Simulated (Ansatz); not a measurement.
Given this structure, coordinates from a relaxation at fixed volume with Ansatz, DFT PBE, spin-orbit coupling, plane waves, PAW; the starting structure was generated, so it need not be a known form of this composition, written in its standard cell:

```cif
data_structure
_symmetry_space_group_name_H-M 'P 1'
_symmetry_Int_Tables_number 1
_cell_length_a 3.6850
_cell_length_b 3.6850
_cell_length_c 6.0417
_cell_angle_alpha 90.000
_cell_angle_beta 90.000
_cell_angle_gamma 120.000
_cell_volume 71.05
loop_
_atom_site_label
_atom_site_type_symbol
_atom_site_fract_x
_atom_site_fract_y
_atom_site_fract_z
_atom_site_occupancy
Yb1 Yb 0.33333 0.66667 0.75000 1
Yb2 Yb 0.66667 0.33333 0.25000 1
```

> What does the kinematic electron diffraction pattern along [210] look like at 300 kV (B = 0.3 Å²)?

The spots form a rectangular net whose two shortest vectors correspond to d = 3.02 Å and 1.84 Å, 90.0° apart. They are 0 0 2 and 1 -2 0. The pattern has symmetry 2mm. A glide plane extinguishes reflections such as 1 -2 -1, 1 -2 1, 1 -2 -3; a screw axis and a glide plane both extinguish reflections such as 0 0 1, 0 0 3, 0 0 5.

Strongest reflections with d > 0.80 Å, one of each family (|F|² from tabulated Gaussian fits of the electron scattering factors, times a small damping for the curvature of the Ewald sphere):

```csv
hkl,d (Å),I (strongest = 100)
0 0 2,3.021,100
1 -2 0,1.843,47
1 -2 2,1.573,36
0 0 4,1.510,33
1 -2 4,1.168,19
0 0 6,1.007,13
```

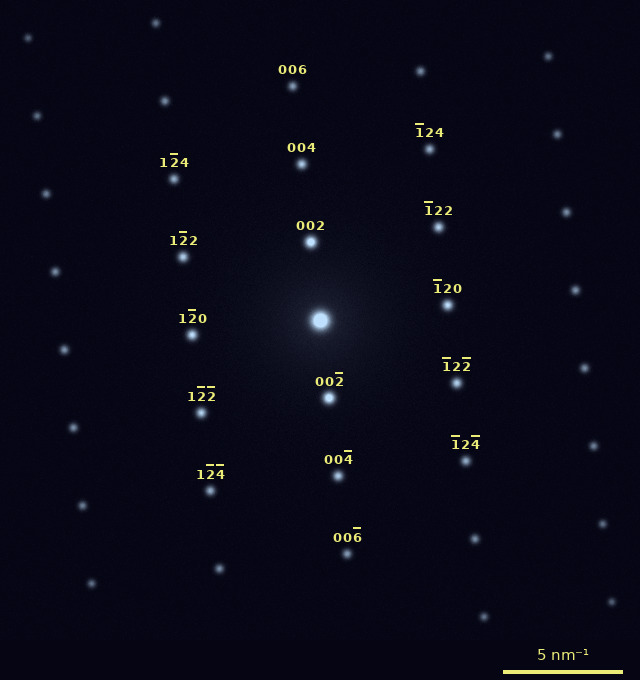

Calculated pattern, seen from the source side with [210] pointing towards the source.
